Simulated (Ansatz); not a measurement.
CoSn

```
CELL_PARAMETERS angstrom
3.97360 0.00000 0.00000
-1.98680 3.44124 0.00000
0.00000 0.00000 4.87849
ATOMIC_POSITIONS crystal
Co 0.00000 0.00000 0.00000
Co 0.00000 0.00000 0.50000
Sn 0.33333 0.66667 0.25000
Sn 0.66667 0.33333 0.75000
```

Space group P6₃/mmc; spin-polarised.

Level of theory: DFT PBEsol, scalar-relativistic, plane waves, PAW (Ansatz).

**Predict the valence pseudo-density, electron localisation function and spin density between the atoms.**

Co–Co (2.44 Å): ρ at the midpoint is about 0.41 e/Å³; the ELF is about 0.30 at the midpoint.
Co–Sn (2.60 Å): ρ is about 0.36 e/Å³ halfway; the ELF is about 0.40 at the midpoint.
The spin density sits on Co: +0.8 μB (×2) in one cell of 4 atoms: parallel main moments (a ferromagnetic arrangement) in this solution. The cell of the calculation (4 atoms) carries 1.4 μB of net spin moment.

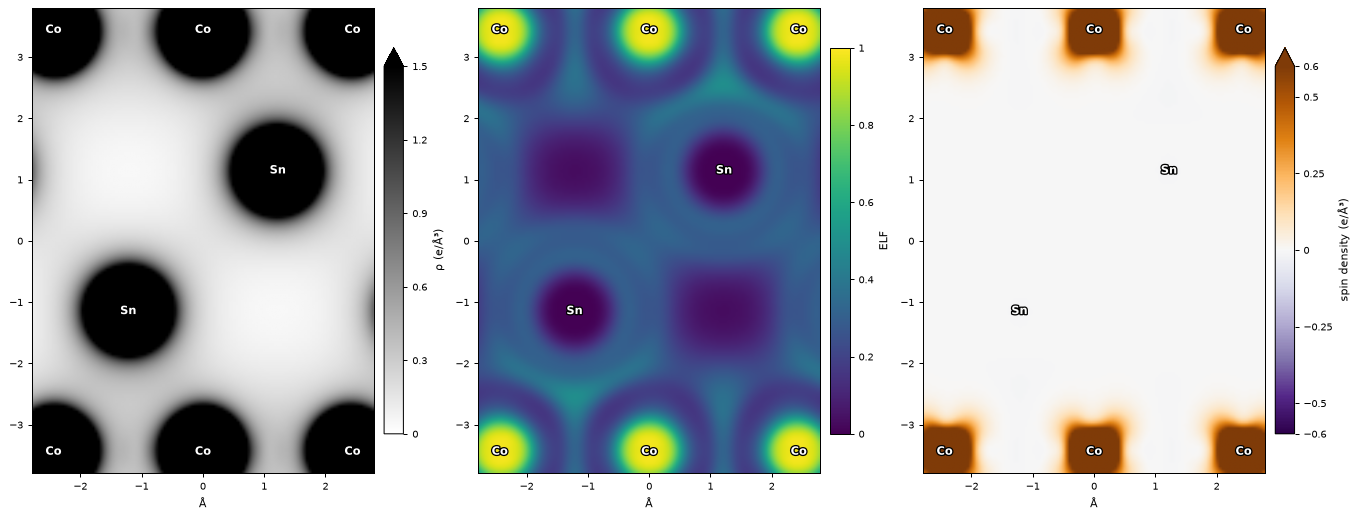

Computed valence pseudo-density, electron localisation function and spin density on the (110) plane of the conventional cell, in this order. 

Core electrons are frozen (PAW), and the valence fields are smoothed inside the atomic spheres.
